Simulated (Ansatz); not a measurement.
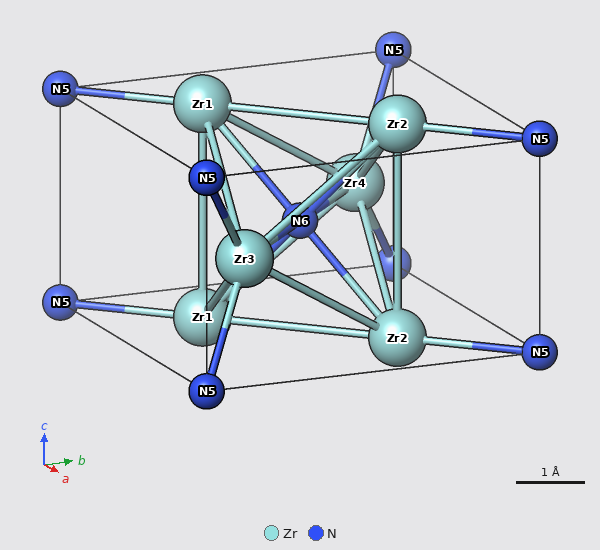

The structure (ball-and-stick view of the cell of the calculation, seen slightly off an axis; atoms are numbered from 1 in the order of the input). An atom can appear more than once, as a periodic image.

# Run report: Zr₂N, single-point calculation

- system: Zr₂N (P4₂/mnm, 6 atoms in the cell)
- method: DFT r2SCAN, scalar-relativistic, plane waves, PAW, no spin polarisation (Ansatz 0.2.0)

The structure derives from a Materials Project entry. Figures and captions count atoms from 1; the log counts them from 0 in places.

Input
```yaml
crystal:
  lattice:
    - [5.4170524551, 0.0, 0.0]
    - [0.0, 5.4170524551, 0.0]
    - [0.0, 0.0, 3.300444479]
  atoms:
    - { symbol: Zr, position: [0.2965720822, 0.2965720822, 0.0] }
    - { symbol: Zr, position: [0.7034279178, 0.7034279178, 0.0] }
    - { symbol: Zr, position: [0.7965720822, 0.2034279178, 0.5] }
    - { symbol: Zr, position: [0.2034279178, 0.7965720822, 0.5] }
    - { symbol: "N", position: [0.0, 0.0, 0.0] }
    - { symbol: "N", position: [0.5, 0.5, 0.5] }
basis:
  ecutwfc: 500
kpoints:
  mp_grid: { grid: [10, 10, 16] }
hamiltonian:
  xc: r2scan
scf:
  occupations: { method: gaussian, width: 0.15 }
output:
  forces: true
  stress: true
  eigenvalues: true
  write_density: true
  write_potential: true
  elf: true
  volumetric_format: npy
```

Hardware: 1 thread of AMD EPYC (Zen 3), 32 GiB of memory available, shared host.

Run as:
```bash
ansatz run input.yaml --threads 1 --pin off --max-ram 2560MiB --backend cpu --events-out ev --progress --plain --runs-dir out
```

What the program printed
```
Engine: ansatz 0.2.0, x86_64-unknown-linux-gnu
Pseudopotentials: kind: paw
Pseudopotential: Zr, paw, valence charge 12, recommended cutoff 500 eV (meta_gga), Zr.paw.azcp
Pseudopotential: N, paw, valence charge 5, recommended cutoff 500 eV (meta_gga), N.paw.azcp
Functional definition: r2SCAN
  parameter k0 = 0.174
  parameter k1 = 0.065
  parameter a1 = 4.9479
  exchange = r2scan_x(k0 = k0, k1 = k1, a1 = a1)
  correlation = r2scan_c
Crystal: 6 atoms, lattice volume = 96.850 Å³
Basis set: ecut = 500 eV, 2457 PW (Γ), exchange–correlation on 160×160×100 points (64 copies of the dense FFT grid, shifted against one another)
Bands: 35, of which v1, the nominal top of the filled ones, is band 29 counted from 1 (28 counted from 0)
Symmetry: 16 space group operations
Space group: P42/mnm (ITA 136), of the structure as read, at distance tolerance 4.6e-5 Å
k-points: 189 of 1600
Non-local potential: Zr, projectors of the file, l = 0: 3, l = 1: 2, l = 2: 2, l = 3: 2
Non-local potential: N, projectors of the file, l = 0: 2, l = 1: 2, l = 2: 1
PAW form: soft (Blöchl's): semilocal exchange-correlation on the pseudo side does not see the compensation charge
PAW frozen core: Zr, regenerated for the run's functional (the file was generated under x = pbe(κ = 0.804, μ = 0.2195149727645171), c = pbe(β = 0.06672455060314922))
PAW frozen core: N, regenerated for the run's functional (the file was generated under x = pbe(κ = 0.804, μ = 0.2195149727645171), c = pbe(β = 0.06672455060314922))
PAW one-centre angular grid: Zr, 590 points (default); XC on 160 Gauss nodes
PAW one-centre angular grid: N, 302 points (default); XC on 160 Gauss nodes
Initial density: superposition of atomic densities (neutral atoms: chi_scale 0, normalization atom), corrected by the library's trained network
Initial wavefunctions: pseudopotential atomic-orbital guess
Functional: x = r2scan, c = r2scan; τ floored in thin density (d = 2e-4 eV/Å³)
SCF iter   1: F=—  HF=-17557.897426 eV  |F-HF|=—  |Δ(HF+E_count)|=         —  Δρ=1.56e-2  dr2=3.04e-1  dr2_τ=2.74e-1  ethr=1.77e-3  ⟨swp⟩=4.6  Hψ=26451  notcnv=0
preconditioner: auto → Kerker (q_TF=auto, 2.505 Å⁻¹)  [metal: Δε(μ)=0.024 eV  Ē_g=7.262 eV  σ=0.150 eV  W_gap=0.09  n_scr=22 (ndim 8)  ℏωp=19.2 eV  f_vac=0.000  D(μ)=2.65/eV (n_scr^D=10)]
SCF iter   2: F=—  HF=-17558.064401 eV  |F-HF|=—  |Δ(HF+E_count)|=   1.67e-1  Δρ=7.73e-3  dr2=5.57e-2  dr2_τ=5.19e-3  ethr=5.24e-4  ⟨swp⟩=2.0  Hψ=11536  notcnv=0  defer=182
SCF iter   3: F=—  HF=-17558.063828 eV  |F-HF|=—  |Δ(HF+E_count)|=   5.73e-4  Δρ=2.88e-3  dr2=6.10e-3  dr2_τ=3.84e-4  ethr=9.60e-5  ⟨swp⟩=2.1  Hψ=8871  notcnv=0  defer=182
SCF iter   4: F=—  HF=-17558.065026 eV  |F-HF|=—  |Δ(HF+E_count)|=   1.20e-3  Δρ=8.07e-4  dr2=7.36e-4  dr2_τ=4.78e-5  ethr=1.05e-5  ⟨swp⟩=2.3  Hψ=9760  notcnv=0  defer=182
SCF iter   5: F=—  HF=-17558.065097 eV  |F-HF|=—  |Δ(HF+E_count)|=   7.11e-5  Δρ=3.42e-4  dr2=1.71e-4  dr2_τ=9.53e-6  ethr=1.27e-6  ⟨swp⟩=2.0  Hψ=8944  notcnv=0  defer=182
SCF iter   6: F=—  HF=-17558.065064 eV  |F-HF|=—  |Δ(HF+E_count)|=   3.27e-5  Δρ=6.10e-5  dr2=6.77e-6  dr2_τ=5.86e-8  ethr=2.94e-7  ⟨swp⟩=2.0  Hψ=8415  notcnv=0  defer=182
SCF iter   7: F=—  HF=-17558.065061 eV  |F-HF|=—  |Δ(HF+E_count)|=   2.85e-6  Δρ=1.74e-5  dr2=4.44e-7  dr2_τ=1.36e-8  ethr=1.17e-8  ⟨swp⟩=2.0  Hψ=9854  notcnv=0  defer=182
SCF iter   8: F=-17558.065061 eV  HF=-17558.065061 eV  |F-HF|=8.62e-10  |Δ(HF+E_count)|=   4.03e-8  Δρ=1.37e-6  dr2=1.49e-9  dr2_τ=2.17e-10  ethr=1.72e-10  ⟨swp⟩=14.1  Hψ=45852  notcnv=0
SCF 1 converged in 8 iterations: F = -17558.065061 eV  dr2 = 1.49e-9
  greatest PAW one-centre occupation: 0.990 electrons in one spin orbital (limit 2), on the Zr atom at site 3 (counted from 0), in its partial waves of l = 1
```

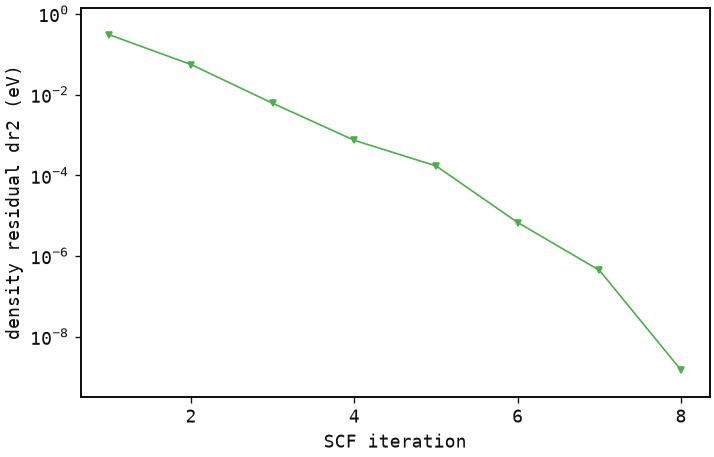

Convergence of the self-consistent field: density residual dr2 against the SCF iteration. The residual falls at every step.

```
SCF converged after 8 iterations
Free energy (F): -17558.065061 eV
Harris-Foulkes:  -17558.065061 eV  (|F-HF|=8.62e-10)
Internal energy: -17558.035412 eV  (E = F + TS)
E sigma→0 (E₀):  -17558.050237 eV
Entropy (-TS):   -0.029649 eV (-4.942 meV/atom)
Fermi energy:    15.019939 eV
--- Per-component energies (eV) ---
  E_band       = -332.347711
  E_kinetic    = 1597.476385
  E_local      = -2736.343977  (includes V_loc(G=0)·N_el)
  E_nonlocal   = 403.137661
  E_hartree    = 861.140405
  E_xc         = -745.738614
  E_vxc        = -1017.969178  (∫ρ·V_xc dr)
  E_paw        = -12139.703500  (= ΣΔE_a)
  E_vpaw       = -360.198384  (= ΣTr[D̂ρ^β])
  E_aug_tail   = 0.000069  (compensation charges beyond the density's cutoff)
  E_vtau       = 59.268238  (kinetic-family band-sum trace: ∫τ·v_τ [+ j·A + Jᵃ·Aᵃ] dr)
  E_ewald      = -4797.285746
  E_core_change = -0.718096  (= ΣΔE_core)
  E_smearing   = -0.029649  (= −TS)
  E_closure    = 0.000000  (closes the sum)
  Σ components = -17558.065061   (vs F -17558.065061, Δ=0.00e0)
--- Forces (eV/Å), atoms counted from 1 ---
  atom   1  Zr    -0.00742087    -0.00742087    -0.00000000
  atom   2  Zr     0.00742087     0.00742087     0.00000000
  atom   3  Zr    -0.00742087     0.00742087    -0.00000000
  atom   4  Zr     0.00742087    -0.00742087     0.00000000
  atom   5  N      0.00000000     0.00000000     0.00000000
  atom   6  N     -0.00000000     0.00000000    -0.00000000
  max |Σ_I F_I| component: 6.94e-18 eV/Å
--- Stress (GPa, compression-positive) ---
       -0.127479      -0.000000       0.000000
       -0.000000      -0.127479       0.000000
        0.000000       0.000000       0.260151
  P = ⅓ Tr σ = 0.0017 GPa (0.017 kbar)
--- Band table (eV; the first three rows and the last of 189) ---
  k-point 0: bands = ["-35.4664", "-35.3203", "-35.3203", "-35.2602", "-13.6952", "-13.0968", "-12.9981", "-12.9981", "-12.7460", "-12.5691", "-12.4757", "-12.4757", "-12.3476", "-12.3448", "-12.3448", "-12.3178", "-1.3415", "0.2023", "8.8883", "8.8883", "9.6029", "10.6547", "10.6547", "10.9242", "11.4743", "12.9767", "15.1089", "15.7745", "15.9172", "16.0477", "16.0477", "16.4642", "16.6031", "16.6031", "17.4928"]
  k-point 1: bands = ["-35.4629", "-35.3188", "-35.3188", "-35.2607", "-13.6834", "-13.0880", "-12.9902", "-12.9902", "-12.7607", "-12.5761", "-12.4950", "-12.4950", "-12.3734", "-12.3480", "-12.3480", "-12.3237", "-1.3168", "0.1941", "8.9497", "8.9497", "9.5320", "10.6577", "10.6577", "11.0268", "11.4263", "13.0352", "15.0480", "15.6101", "15.6483", "15.6483", "16.0362", "16.5513", "16.9606", "16.9606", "17.5467"]
  k-point 2: bands = ["-35.4530", "-35.3147", "-35.3147", "-35.2623", "-13.6488", "-13.0621", "-12.9669", "-12.9669", "-12.8013", "-12.5987", "-12.5486", "-12.5486", "-12.4453", "-12.3589", "-12.3589", "-12.3415", "-1.2465", "0.1681", "9.1226", "9.1226", "9.3787", "10.6650", "10.6650", "11.2842", "11.2903", "13.2023", "14.8818", "15.0847", "15.0847", "15.3243", "16.2095", "16.8042", "17.4115", "17.4115", "17.6840"]
  k-point 188: bands = ["-35.3200", "-35.3200", "-35.2865", "-35.2865", "-13.4906", "-13.4906", "-13.1957", "-13.1957", "-12.6055", "-12.6055", "-12.5921", "-12.5921", "-12.5892", "-12.5892", "-12.4450", "-12.4450", "-0.5121", "-0.5121", "9.8218", "9.8218", "9.9970", "9.9970", "10.2922", "10.2922", "13.3845", "13.3845", "14.2072", "14.2072", "14.6307", "14.6307", "16.1710", "16.1710", "17.6719", "17.6719", "19.0783"]
```

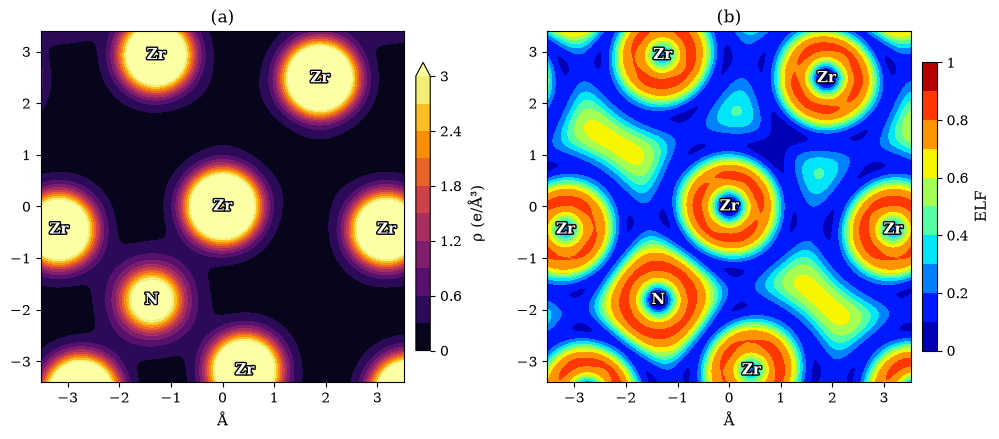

(a) valence charge density (pseudo); (b) electron localisation function on the (111) plane of the conventional cell. The section cuts through Zr and N sites. Zr–N (2.27 Å): ρ at the midpoint is about 0.48 e/Å³; the ELF peaks at about 0.80 in the valence shell of N, 0.7 Å from its nucleus, and drops to about 0.15 between the two atoms; a polar contact without a shared pair, in a metal. Zr–Zr (3.12 Å): ρ at the midpoint is about 0.16 e/Å³; the ELF is about 0.10 at the midpoint; no shared electron pair. Zr–Zr (3.21 Å): ρ is about 0.16 e/Å³ halfway; the ELF is about 0.15 at the midpoint; no shared electron pair. Away from the nuclei the density in this plane falls to 0.14 e/Å³ at its lowest. The strong features right at Zr lie inside the PAW spheres (semicore, d or f shells) and say nothing about bonding. The fields are those of the smooth PAW valence density.

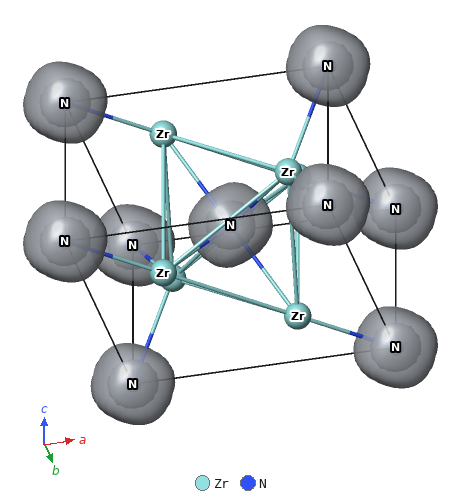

Isosurface of the ELF at 0.75 (grey), seen at an oblique angle. Core shells and regions of very low density are left out. Sticks mark near contacts. The outline is the cell set on symmetry axes. Values along the shortest contacts: Zr–N (2.27 Å): the ELF peaks at about 0.80 in the valence shell of N, 0.7 Å from its nucleus, and drops to about 0.15 between the two atoms (no shared pair; the contact is polar). Zr–Zr (3.12 Å): the ELF is about 0.10 at the midpoint; no shared electron pair.

Key numbers

| quantity | value |
| --- | --- |
| outcome | converged |
| space group (tolerance 0.01 Å) | P4₂/mnm (136) |
| electrons treated | 58 |
| free energy | −17558.0651 eV |
| Fermi energy | 15.020 eV |
| gap on the k-point mesh | none (metallic) |
| pressure | 0.00 GPa |
| largest force (length of the vector) | 0.010 eV/Å |
| wall time | 2.2 min |
| peak memory | 0.93 GiB |
